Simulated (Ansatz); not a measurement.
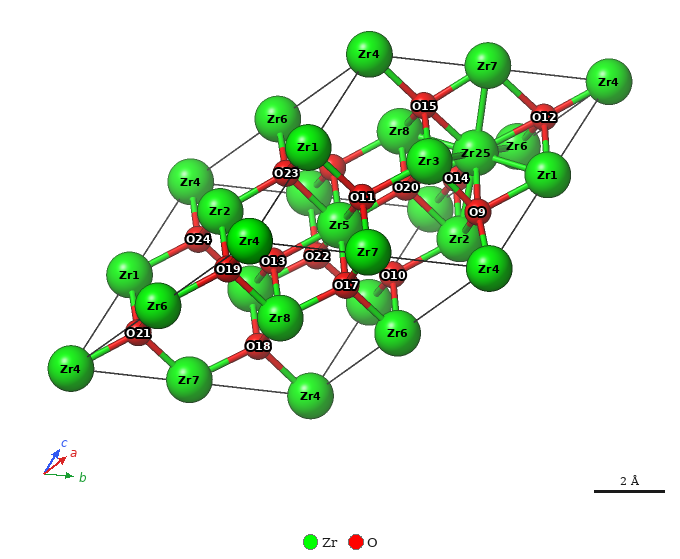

Figure 1. The input geometry (ball-and-stick view of the cell of the calculation, seen at an oblique angle; atoms are numbered from 1 in the order of the input). An atom can appear more than once, as a periodic image.

# Run report: Zr9O16, geometry relaxation (part 1 of 3)

System: Zr9O16 (defect cell, 25 atoms in the cell).
Method: DFT PBE, scalar-relativistic, plane waves, PAW, no spin polarisation (Ansatz 0.2.0).

The structure derives from a Materials Project entry. It belongs to a series of runs on one base structure; here: Zr interstitial, charge +0, atoms relaxed at the host's cell. Figures and captions count atoms from 1; the log counts them from 0 in places.

**Input file**
```yaml
crystal:
  lattice:
    - [-5.1158283606, 5.1158283606, 0.0]
    - [-5.1158283606, 0.0, 5.1158283606]
    - [0.0, 5.1158283606, 5.1158283606]
  atoms:
    - { symbol: Zr, position: [1.0121172535, 0.9897380797, 0.4915801163] }
    - { symbol: Zr, position: [0.5, 1.0, 0.5] }
    - { symbol: Zr, position: [1.0, 0.5, 0.5] }
    - { symbol: Zr, position: [1.0, 1.0, 0.0] }
    - { symbol: Zr, position: [0.5, 0.5, 0.5] }
    - { symbol: Zr, position: [0.481754969, 1.0004964671, 0.0072866046] }
    - { symbol: Zr, position: [1.013738508, 0.4833510921, 0.0016135908] }
    - { symbol: Zr, position: [0.5039030798, 0.4979907004, -0.0005845164] }
    - { symbol: O, position: [0.8742730935, 0.862394894, 0.3682507166] }
    - { symbol: O, position: [0.375, 0.875, 0.375] }
    - { symbol: O, position: [0.875, 0.375, 0.375] }
    - { symbol: O, position: [0.8774365758, 0.881131753, 0.8764029447] }
    - { symbol: O, position: [0.375, 0.375, 0.375] }
    - { symbol: O, position: [0.3895315458, 0.8751197886, 0.8815729527] }
    - { symbol: O, position: [0.8784210706, 0.3853032699, 0.8649852886] }
    - { symbol: O, position: [0.375, 0.375, 0.875] }
    - { symbol: O, position: [0.612433235, 0.6305449512, 0.1203447676] }
    - { symbol: O, position: [0.125, 0.625, 0.125] }
    - { symbol: O, position: [0.625, 0.125, 0.125] }
    - { symbol: O, position: [0.6038803502, 0.6221939664, 0.6500048088] }
    - { symbol: O, position: [0.125, 0.125, 0.125] }
    - { symbol: O, position: [0.1263779883, 0.627107027, 0.6089300379] }
    - { symbol: O, position: [0.6383803761, 0.1091212167, 0.6259519494] }
    - { symbol: O, position: [0.125, 0.125, 0.625] }
    - { symbol: Zr, position: [0.7460858832, 0.7536991046, 0.7564004689] }
  host:
    lattice:
      - [0.0, 2.5579141803, 2.5579141803]
      - [2.5579141803, 0.0, 2.5579141803]
      - [2.5579141803, 2.5579141803, 0.0]
    atoms:
      - { symbol: Zr, position: [0.0, 0.0, 0.0] }
      - { symbol: O, position: [0.25, 0.25, 0.25] }
      - { symbol: O, position: [0.75, 0.75, 0.75] }
basis:
  ecutwfc: 420
  xc_grid: 2
kpoints:
  mp_grid: { grid: [2, 2, 2], shift: [0.0, 0.0, 0.0] }
hamiltonian:
  xc: pbe
scf:
  occupations: { method: gaussian, width: 0.01 }
output:
  forces: true
  stress: false
  eigenvalues: true
  charged_corrections:
    defect_position: [0.75, 0.75, 0.75]
    epsilon: [[48.3206, 0.0, 0.0], [0.0, 48.3206, 0.0], [0.0, 0.0, 48.3206]]
  write_density: true
  write_potential: true
  elf: true
  volumetric_format: npy
relax:
  adjacent_minimum: "off"
  f_tol: 0.025
  max_steps: 45
```

Machine: 4 threads of Arm Neoverse V1, 24 GiB of memory available, shared host.

Run as:
```bash
ansatz run input.yaml --threads 4 --pin off --max-ram 10240MiB --backend cpu --events-out ev --progress --plain --runs-dir out
```

**Output**
```
Engine: ansatz 0.2.0, aarch64-unknown-linux-gnu
Pseudopotentials: kind: paw
Pseudopotential: Zr, paw, valence charge 12, recommended cutoff 420 eV (normal), Zr.paw.azcp
Pseudopotential: O, paw, valence charge 6, recommended cutoff 420 eV (normal), O.paw.azcp
Functional definition: PBE
  parameter kappa = 0.804
  parameter beta = 0.06672455060314922
  exchange = pbe_x(kappa = kappa, mu = beta*pi^2/3)
  correlation = pbe_c(beta = beta)
Crystal: 25 atoms, lattice volume = 267.780 Å³
Basis set: ecut = 420 eV, 5209 PW (Γ), exchange–correlation on 100×100×100 points (8 copies of the dense FFT grid, shifted against one another)
Bands: 127, of which v1, the nominal top of the filled ones, is band 102 counted from 1 (101 counted from 0)
Symmetry: 1 space group operations
Space group: P1 (ITA 1), of the structure as read, at distance tolerance 6.4e-5 Å
k-points: 8
Non-local potential: Zr, projectors of the file, l = 0: 3, l = 1: 2, l = 2: 2, l = 3: 2
Non-local potential: O, projectors of the file, l = 0: 2, l = 1: 2, l = 2: 1
PAW form: soft (Blöchl's): semilocal exchange-correlation on the pseudo side does not see the compensation charge
PAW one-centre angular grid: Zr, 590 points (default); XC on 64 Gauss nodes
PAW one-centre angular grid: O, 110 points (default); XC on 64 Gauss nodes
Initial density: superposition of atomic densities (neutral atoms: chi_scale 0, normalization atom), corrected by the library's trained network
Initial wavefunctions: pseudopotential atomic-orbital guess
Functional: x = pbe(κ = 0.804, μ = 0.2195149727645171), c = pbe(β = 0.06672455060314922)
SCF iter   1: F=—  HF=-46769.455666 eV  |F-HF|=—  |Δ(HF+E_count)|=         —  Δρ=1.50e-2  dr2=1.59e0  ethr=1.77e-3  ⟨swp⟩=5.0  Hψ=3749  notcnv=0  defer=73
preconditioner: auto → Resta (q_TF=auto, 2.607 Å⁻¹)  ε∞=4.3  [insulator: Δε(μ)=2.276 eV  Ē_g=17.062 eV  σ=0.010 eV  W_gap=1.00  n_scr=64 (ndim 8)  ℏωp=30.9 eV  f_vac=0.022  D(μ)=0.00/eV (n_scr^D=0)  ε∞_Penn≈4.3]
SCF iter   2: F=—  HF=-46769.136104 eV  |F-HF|=—  |Δ(HF+E_count)|=   3.20e-1  Δρ=6.18e-3  dr2=9.45e-2  ethr=7.79e-4  ⟨swp⟩=2.0  Hψ=1452  notcnv=0  defer=140
SCF iter   3: F=—  HF=-46769.123201 eV  |F-HF|=—  |Δ(HF+E_count)|=   1.29e-2  Δρ=2.69e-3  dr2=1.14e-2  ethr=4.63e-5  ⟨swp⟩=2.9  Hψ=1330  notcnv=0  defer=149
SCF iter   4: F=—  HF=-46769.123236 eV  |F-HF|=—  |Δ(HF+E_count)|=   3.54e-5  Δρ=1.14e-3  dr2=2.58e-3  ethr=5.57e-6  ⟨swp⟩=2.0  Hψ=1819  notcnv=0  defer=149
SCF iter   5: F=—  HF=-46769.122950 eV  |F-HF|=—  |Δ(HF+E_count)|=   2.86e-4  Δρ=2.61e-4  dr2=1.44e-4  ethr=1.27e-6  ⟨swp⟩=2.0  Hψ=1430  notcnv=0  defer=149
SCF iter   6: F=—  HF=-46769.123018 eV  |F-HF|=—  |Δ(HF+E_count)|=   6.76e-5  Δρ=9.64e-5  dr2=2.51e-5  ethr=7.07e-8  ⟨swp⟩=2.0  Hψ=1355  notcnv=0  defer=149
SCF iter   7: F=—  HF=-46769.123039 eV  |F-HF|=—  |Δ(HF+E_count)|=   2.10e-5  Δρ=8.05e-5  dr2=1.60e-5  ethr=7.66e-9  ⟨swp⟩=19.9  Hψ=10238  notcnv=0
SCF iter   8: F=-46769.123039 eV  HF=-46769.123038 eV  |F-HF|=9.39e-7  |Δ(HF+E_count)|=   3.20e-7  Δρ=1.77e-5  dr2=7.56e-7  ethr=7.66e-9  ⟨swp⟩=11.4  Hψ=8872  notcnv=0
SCF 1 converged in 8 iterations: F = -46769.123039 eV  dr2 = 7.56e-7
  greatest PAW one-centre occupation: 0.996 electrons in one spin orbital (limit 2), on the Zr atom at site 24 (counted from 0), in its partial waves of l = 0
relax step   1: F+E_penalty+E_count = -46769.12303922 eV  Δ(F+E_penalty+E_count) = +0.000e0 eV  max|allowed force component| = 5.248e0 eV/Å  Δτ_max = 0.0000 Å  (8 SCF iters, dr2 threshold 1.56e-5 eV, accepted)
Initial density: handed on by an earlier stage of this run
Initial wavefunctions: those handed on with the density
iter 1 solved again at ethr=2.13e-3 eV; its pass at ethr=3.10e-3 eV (dr2=4.35e0 eV) is discarded
SCF iter   1: F=—  HF=-46771.582726 eV  |F-HF|=—  |Δ(HF+E_count)|=         —  Δρ=2.65e-2  dr2=4.45e0  ethr=2.13e-3  ⟨swp⟩=1.0  Hψ=4068  notcnv=0  defer=68
preconditioner: auto → LDOS  [insulator: Δε(μ)=0.024 eV  Ē_g=16.955 eV  σ=0.010 eV  W_gap=0.91  n_scr=64 (ndim 8)  ℏωp=30.9 eV  f_vac=0.021  D(μ)=6.67/eV (n_scr^D=50)  ε∞_Penn≈4.3  β→1.0]
SCF iter   2: F=—  HF=-46771.216505 eV  |F-HF|=—  |Δ(HF+E_count)|=   3.66e-1  Δρ=2.25e-2  dr2=1.42e0  ethr=2.13e-3  ⟨swp⟩=3.1  Hψ=1775  notcnv=0  defer=71
preconditioner: auto → Resta (q_TF=auto, 2.607 Å⁻¹)  ε∞=4.3  [insulator: Δε(μ)=0.503 eV  Ē_g=16.996 eV  σ=0.010 eV  W_gap=1.00  n_scr=64 (ndim 8)  ℏωp=30.9 eV  f_vac=0.022  D(μ)=0.00/eV (n_scr^D=0)  ε∞_Penn≈4.3  β→0.5]
SCF iter   3: F=—  HF=-46770.886612 eV  |F-HF|=—  |Δ(HF+E_count)|=   3.30e-1  Δρ=5.66e-3  dr2=5.44e-2  ethr=6.94e-4  ⟨swp⟩=2.0  Hψ=1658  notcnv=0  defer=140
SCF iter   4: F=—  HF=-46770.879939 eV  |F-HF|=—  |Δ(HF+E_count)|=   6.67e-3  Δρ=2.47e-3  dr2=1.19e-2  ethr=2.67e-5  ⟨swp⟩=2.8  Hψ=1492  notcnv=0  defer=140
SCF iter   5: F=—  HF=-46770.879996 eV  |F-HF|=—  |Δ(HF+E_count)|=   5.67e-5  Δρ=1.09e-3  dr2=3.07e-3  ethr=5.82e-6  ⟨swp⟩=2.0  Hψ=1803  notcnv=0  defer=140
SCF iter   6: F=—  HF=-46770.879925 eV  |F-HF|=—  |Δ(HF+E_count)|=   7.05e-5  Δρ=3.45e-4  dr2=3.14e-4  ethr=1.51e-6  ⟨swp⟩=2.0  Hψ=1327  notcnv=0  defer=140
SCF iter   7: F=-46770.879949 eV  HF=-46770.879946 eV  |F-HF|=3.36e-6  |Δ(HF+E_count)|=   2.08e-5  Δρ=9.07e-5  dr2=2.31e-5  ethr=4.90e-8  ⟨swp⟩=16.9  Hψ=9329  notcnv=0
SCF 2 converged in 7 iterations: F = -46770.879949 eV  dr2 = 2.31e-5
relax step   2: F+E_penalty+E_count = -46770.87994920 eV  Δ(F+E_penalty+E_count) = -1.757e0 eV  max|allowed force component| = 1.521e0 eV/Å  Δτ_max = 0.1848 Å  (7 SCF iters, dr2 threshold 1.00e-4 eV, accepted)
iter 1 solved again at ethr=1.22e-4 eV; its pass at ethr=3.10e-3 eV (dr2=2.48e-1 eV) is discarded
SCF iter   1: F=—  HF=-46771.493183 eV  |F-HF|=—  |Δ(HF+E_count)|=         —  Δρ=1.15e-2  dr2=2.51e-1  ethr=1.22e-4  ⟨swp⟩=1.5  Hψ=3538  notcnv=0  defer=115
preconditioner: auto → Resta (q_TF=auto, 2.607 Å⁻¹)  ε∞=4.3  [insulator: Δε(μ)=1.510 eV  Ē_g=17.087 eV  σ=0.010 eV  W_gap=1.00  n_scr=64 (ndim 8)  ℏωp=30.9 eV  f_vac=0.022  D(μ)=0.00/eV (n_scr^D=0)  ε∞_Penn≈4.3]
SCF iter   2: F=—  HF=-46771.457852 eV  |F-HF|=—  |Δ(HF+E_count)|=   3.53e-2  Δρ=5.93e-3  dr2=5.14e-2  ethr=1.22e-4  ⟨swp⟩=2.6  Hψ=1308  notcnv=0  defer=115
SCF iter   3: F=—  HF=-46771.455112 eV  |F-HF|=—  |Δ(HF+E_count)|=   2.74e-3  Δρ=2.25e-3  dr2=9.24e-3  ethr=2.52e-5  ⟨swp⟩=2.0  Hψ=1469  notcnv=0  defer=146
SCF iter   4: F=—  HF=-46771.454595 eV  |F-HF|=—  |Δ(HF+E_count)|=   5.17e-4  Δρ=6.64e-4  dr2=1.09e-3  ethr=4.53e-6  ⟨swp⟩=2.0  Hψ=1451  notcnv=0  defer=146
SCF iter   5: F=—  HF=-46771.454561 eV  |F-HF|=—  |Δ(HF+E_count)|=   3.43e-5  Δρ=2.15e-4  dr2=8.50e-5  ethr=4.90e-8  ⟨swp⟩=16.9  Hψ=9901  notcnv=0
SCF iter   6: F=-46771.454614 eV  HF=-46771.454611 eV  |F-HF|=3.64e-6  |Δ(HF+E_count)|=   5.00e-5  Δρ=5.66e-5  dr2=9.74e-6  ethr=4.17e-8  ⟨swp⟩=13.4  Hψ=9547  notcnv=0
SCF 3 converged in 6 iterations: F = -46771.454614 eV  dr2 = 9.74e-6
relax step   3: F+E_penalty+E_count = -46771.45461431 eV  Δ(F+E_penalty+E_count) = -5.747e-1 eV  max|allowed force component| = 3.820e-1 eV/Å  Δτ_max = 0.1276 Å  (6 SCF iters, dr2 threshold 1.00e-4 eV, accepted)
SCF iter   1: F=—  HF=-46771.527965 eV  |F-HF|=—  |Δ(HF+E_count)|=         —  Δρ=4.64e-3  dr2=6.91e-2  ethr=1.54e-4  ⟨swp⟩=4.0  Hψ=2009  notcnv=0  defer=147
preconditioner: auto → Resta (q_TF=auto, 2.607 Å⁻¹)  ε∞=4.3  [insulator: Δε(μ)=1.511 eV  Ē_g=17.078 eV  σ=0.010 eV  W_gap=1.00  n_scr=64 (ndim 8)  ℏωp=30.9 eV  f_vac=0.022  D(μ)=0.00/eV (n_scr^D=0)  ε∞_Penn≈4.3]
SCF iter   2: F=—  HF=-46771.519147 eV  |F-HF|=—  |Δ(HF+E_count)|=   8.82e-3  Δρ=2.32e-3  dr2=9.16e-3  ethr=3.39e-5  ⟨swp⟩=2.6  Hψ=1370  notcnv=0  defer=147
SCF iter   3: F=—  HF=-46771.518158 eV  |F-HF|=—  |Δ(HF+E_count)|=   9.89e-4  Δρ=1.23e-3  dr2=2.63e-3  ethr=4.49e-6  ⟨swp⟩=2.0  Hψ=1335  notcnv=0  defer=147
SCF iter   4: F=—  HF=-46771.518218 eV  |F-HF|=—  |Δ(HF+E_count)|=   5.97e-5  Δρ=3.40e-4  dr2=2.53e-4  ethr=1.29e-6  ⟨swp⟩=2.0  Hψ=1406  notcnv=0  defer=147
SCF iter   5: F=-46771.518206 eV  HF=-46771.518201 eV  |F-HF|=5.08e-6  |Δ(HF+E_count)|=   1.72e-5  Δρ=7.58e-5  dr2=9.09e-6  ethr=4.51e-9  ⟨swp⟩=15.6  Hψ=8939  notcnv=0
SCF 4 converged in 5 iterations: F = -46771.518206 eV  dr2 = 9.09e-6
relax step   4: F+E_penalty+E_count = -46771.51820570 eV  Δ(F+E_penalty+E_count) = -6.359e-2 eV  max|allowed force component| = 6.597e-2 eV/Å  Δτ_max = 0.0372 Å  (5 SCF iters, dr2 threshold 9.20e-6 eV, accepted)
SCF iter   1: F=—  HF=-46771.520496 eV  |F-HF|=—  |Δ(HF+E_count)|=         —  Δρ=2.24e-3  dr2=7.94e-3  ethr=1.08e-4  ⟨swp⟩=2.5  Hψ=1758  notcnv=0  defer=147
preconditioner: auto → Resta (q_TF=auto, 2.607 Å⁻¹)  ε∞=4.3  [insulator: Δε(μ)=1.398 eV  Ē_g=17.078 eV  σ=0.010 eV  W_gap=1.00  n_scr=64 (ndim 8)  ℏωp=30.9 eV  f_vac=0.022  D(μ)=0.00/eV (n_scr^D=0)  ε∞_Penn≈4.3]
SCF iter   2: F=—  HF=-46771.520352 eV  |F-HF|=—  |Δ(HF+E_count)|=   1.44e-4  Δρ=1.31e-3  dr2=2.56e-3  ethr=3.89e-6  ⟨swp⟩=1.5  Hψ=1187  notcnv=0  defer=147
SCF iter   3: F=—  HF=-46771.520569 eV  |F-HF|=—  |Δ(HF+E_count)|=   2.17e-4  Δρ=4.47e-4  dr2=4.48e-4  ethr=1.25e-6  ⟨swp⟩=2.0  Hψ=1357  notcnv=0  defer=147
SCF iter   4: F=—  HF=-46771.520496 eV  |F-HF|=—  |Δ(HF+E_count)|=   7.26e-5  Δρ=8.87e-5  dr2=1.36e-5  ethr=2.20e-7  ⟨swp⟩=2.0  Hψ=1397  notcnv=0  defer=147
SCF iter   5: F=—  HF=-46771.520066 eV  |F-HF|=—  |Δ(HF+E_count)|=   4.30e-4  Δρ=3.24e-5  dr2=1.64e-6  ethr=6.65e-9  ⟨swp⟩=2.0  Hψ=1548  notcnv=0  defer=147
SCF iter   6: F=—  HF=-46771.520068 eV  |F-HF|=—  |Δ(HF+E_count)|=   1.57e-6  Δρ=1.40e-5  dr2=4.76e-7  ethr=8.03e-10  ⟨swp⟩=2.0  Hψ=1391  notcnv=0  defer=147
SCF iter   7: F=-46771.520068 eV  HF=-46771.520068 eV  |F-HF|=5.09e-10  |Δ(HF+E_count)|=   9.45e-8  Δρ=5.31e-6  dr2=7.85e-8  ethr=4.90e-11  ⟨swp⟩=13.1  Hψ=7512  notcnv=0
SCF 5 converged in 7 iterations: F = -46771.520068 eV  dr2 = 7.85e-8
relax step   5: F+E_penalty+E_count = -46771.52006800 eV  Δ(F+E_penalty+E_count) = -1.862e-3 eV  max|allowed force component| = 1.397e-2 eV/Å  Δτ_max = 0.0233 Å  (7 SCF iters, accepted)
```

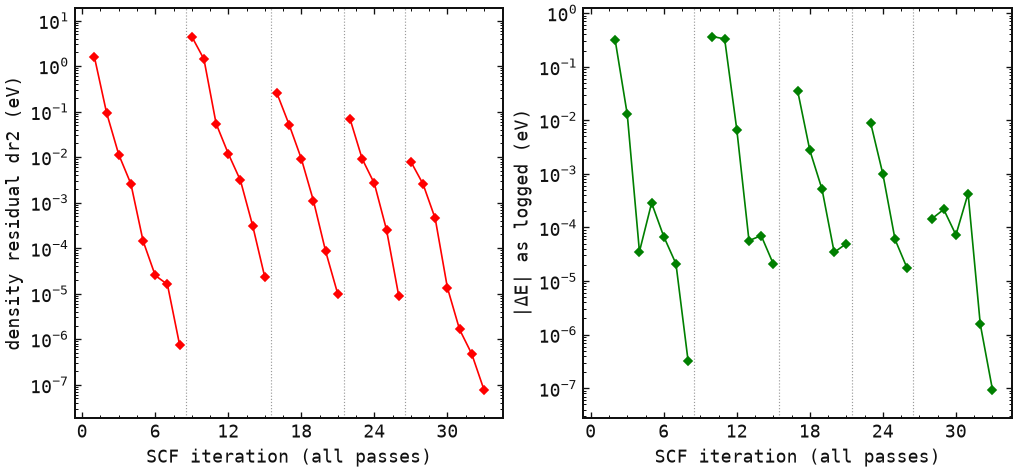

Figure 2. Convergence of the self-consistent field: density residual dr2 and size of the energy change against the SCF iteration. The dotted lines part the SCF passes of the relaxation: geometry steps, rejected trials and re-solves on a re-selected basis. The 5 passes take 5 to 8 iterations each, 33 in all.
